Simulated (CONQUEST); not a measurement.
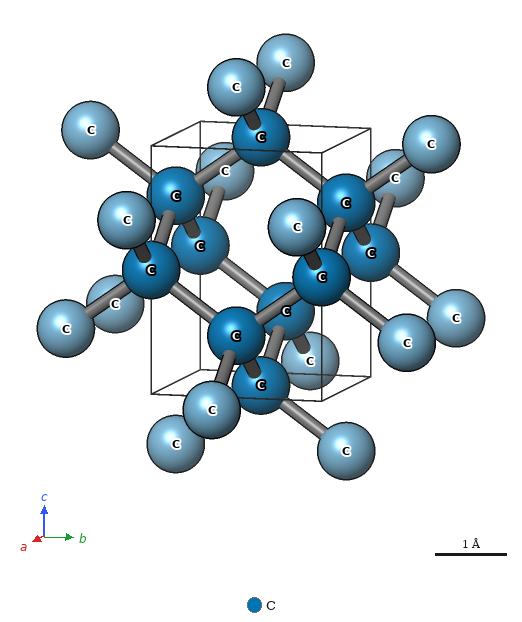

The structure (ball-and-stick view of the cell of the calculation, seen slightly off an axis; neighbours outside the cell are drawn fainter).

# C: single-point calculation

System: C (Fd-3m, 4 atoms in the cell).
Method: Kohn-Sham DFT of a periodic cell, PBE, PseudoDojo NC PBE, no spin polarisation (CONQUEST 1.3).

The structure derives from an entry of the Crystallography Open Database.

### The input
```
IO.Title C
IO.Coordinates coords.dat
IO.FractionalAtomicCoords T
IO.Iprint 2
IO.Iprint_init 1
General.NumberOfSpecies 1
General.PseudopotentialType hamann
AtomMove.TypeOfRun static
AtomMove.FullStress T
Grid.GridCutoff 120
DM.SolutionMethod diagon
Diag.MPMesh T
Diag.GammaCentred T
Diag.MPMeshX 8
Diag.MPMeshY 8
Diag.MPMeshZ 6
Diag.kT 0.00183747
minE.SCTolerance 1e-6
SC.MaxIters 100
IO.AtomChargeOutput T
%block ChemicalSpeciesLabel
1 12.010 C
%endblock
```

Command:
```bash
Conquest
```

### What the program printed
```
Simulation cell dimensions:     4.7660 a0 x     4.7660 a0 x     6.7402 a0

      Atomic coordinates (a0)
         Atom         X         Y         Z  Species
            1    0.0000    2.3830    1.6850        1
            2    2.3830    0.0000    5.0551        1
            3    0.0000    0.0000    3.3701        1
            4    2.3830    2.3830    0.0000        1

         Monkhorst-Pack mesh:   8 x   8 x   6 gamma-centred
        This calculation includes non-local pseudopotentials,
         with a maximum core radius of      6.24713685

    Job title: C
    Job to be run: static calculation

    Ground state search:
      Support functions represented with PAO basis
      1:1 PAO to SF mapping
      Non-spin-polarised electrons
      Solving for the K matrix using diagonalisation
      Using Fermi-Dirac smearing

    Integration grid size:     24 x   24 x   36

    Integration grid spacing:  0.199 a0 x 0.199 a0 x 0.187 a0

    Number of species:  1
    --------------------------------------------------------
    |   #  mass (au)  Charge (e)  SF Rad (a0)  NSF  Label  |
    --------------------------------------------------------
    |   1     12.010       4.000        6.553   13  C      |
    --------------------------------------------------------
          SCF tolerance:                 0.00000100
          SCF iterations:               100

    The functional used will be GGA PBE96

           radial cut-off to be used is taken to be max PAO cut-off radius for this species:    6.247137

           greatest ang. mom. for making density from PAOs:  2
    Minimum blocs/proc is      324. Maximum blocs/proc is      324
    set_atom_dens: In set_atomic_density, electrons :      16.000000000000
 matrix_size & matrix_size_padH =           52          52

    Screened ion int: energy:     -14.956057250964 Ha

    new_SC_potl: Starting.  Tolerance:  0.10000E-05

    PulayMixSC: Starting Pulay mixing, A_up =  0.500 A_dn =  0.500
    PulayMixSC: Spin non-polarised calculation.
          Harris-Foulkes Energy            :       -24.092677136792705 Ha
          (TS=0 as O(N) or entropic contribution is negligible)
          DFT Total Energy                 :       -24.048415743571795 Ha
          Total number of electrons        :        16.000000000000192
    PulayMixSC: Pulay iteration     1 residual:              0.10320E-01
          Harris-Foulkes Energy            :       -24.060881618941288 Ha
          (TS=0 as O(N) or entropic contribution is negligible)
          DFT Total Energy                 :       -24.055445861482312 Ha
          Total number of electrons        :        16.000005356627199
    PulayMixSC: Pulay iteration     2 residual:              0.43105E-02
          Harris-Foulkes Energy            :       -24.056463937256467 Ha
          (TS=0 as O(N) or entropic contribution is negligible)
          DFT Total Energy                 :       -24.056468707186205 Ha
          Total number of electrons        :        16.000008762208864
    PulayMixSC: Pulay iteration     3 residual:              0.43884E-03
          Harris-Foulkes Energy            :       -24.056471723845743 Ha
          (TS=0 as O(N) or entropic contribution is negligible)
          DFT Total Energy                 :       -24.056470661576391 Ha
          Total number of electrons        :        16.000008521658955
    PulayMixSC: Pulay iteration     4 residual:              0.46134E-04
          Harris-Foulkes Energy            :       -24.056470901659633 Ha
          (TS=0 as O(N) or entropic contribution is negligible)
          DFT Total Energy                 :       -24.056470844547412 Ha
          Total number of electrons        :        16.000008418082174
    PulayMixSC: Pulay iteration     5 residual:              0.10294E-04
          Harris-Foulkes Energy            :       -24.056470854885447 Ha
          (TS=0 as O(N) or entropic contribution is negligible)
          DFT Total Energy                 :       -24.056470854866582 Ha
          Total number of electrons        :        16.000008414450406
    PulayMixSC: Pulay iteration     6 residual:              0.66576E-07
    PulayMixSC: Reached SCF tolerance of  0.66576E-07 after      6 iterations
      | Number of electrons      =        16.000008
      |* band energy as 2Tr[K.H] =        -9.333936543216717 Ha
      |  screened ion-ion energy =       -14.956057250963903 Ha
      |  Ha correction           =        -0.625947632122311 Ha
      |  XC correction           =         0.859469682146065 Ha
      |* Harris-Foulkes energy   =       -24.056470854885447 Ha
      |* DFT total energy        =       -24.056470854866582 Ha
      |  estimated accuracy      =        -0.000000000018865 Ha

    force: Forces on atoms (Ha/a0)
    force:  Atom   X              Y              Z
    force:     1   0.0000000000  -0.0000000000   0.0000000000
    force:     2  -0.0000000000   0.0000000000   0.0000000000
    force:     3   0.0000000000   0.0000000000  -0.0000000000
    force:     4  -0.0000000000  -0.0000000000   0.0000000000

    force: Maximum force :        0.00000000(Ha/a0) on atom         2 in z direction
    force: Force Residual:        0.00000000 Ha/a0
    force: Total stress:         -7.57682483     0.00000000     0.00000000 GPa
                             0.00000000    -7.57682483    -0.00000000
                            -0.00000000    -0.00000000    -7.87155319
    force: Average pressure:      7.67506761 GPa

    force: Finished force
    get_E_and_F: Change in energy during last step of electronic optimisation:  0.46774E-07

    BIBLIOGRAPHY: Please consider citing the following references in the conquest.bib file

    CONQUEST:         Bowler2002pt, Miyazaki2004, Nakata2020
    Basis:            Bowler2019
    DM:               Bowler:2006xr
    Pseudopotentials: Hamann2013, Bowler2019
    XC functional:    Perdew1996
```

### File coords.dat
```
    4.7660140857     0.0000000000     0.0000000000
    0.0000000000     4.7660140857     0.0000000000
    0.0000000000     0.0000000000     6.7401617577
4
  0.0000000000   0.5000000000   0.2500000000 1 T T T
  0.5000000000   0.0000000000   0.7500000000 1 T T T
  0.0000000000   0.0000000000   0.5000000000 1 T T T
  0.5000000000   0.5000000000   0.0000000000 1 T T T
```

### Results in brief

```json
{"quantity": "outcome", "value": "converged"}
{"quantity": "space group (tolerance 0.01 Å)", "value": "Fd-3m (227)"}
{"quantity": "electrons treated", "value": "16"}
{"quantity": "free energy", "value": "−654.6099 eV"}
{"quantity": "Fermi energy", "value": "−5.580 eV"}
{"quantity": "gap on the k-point mesh", "value": "4.28 eV"}
{"quantity": "pressure", "value": "7.68 GPa"}
{"quantity": "largest force (length of the vector)", "value": "under 0.001 eV/Å"}
{"quantity": "hardware", "value": "1 thread of AMD EPYC (Zen 5), 16 GiB of memory available, shared host"}
{"quantity": "wall time", "value": "52 s"}
{"quantity": "peak memory", "value": "0.4 GiB"}
```

### Notes

The cell is under a pressure of 7.7 GPa at this level, so it is not at its equilibrium volume.
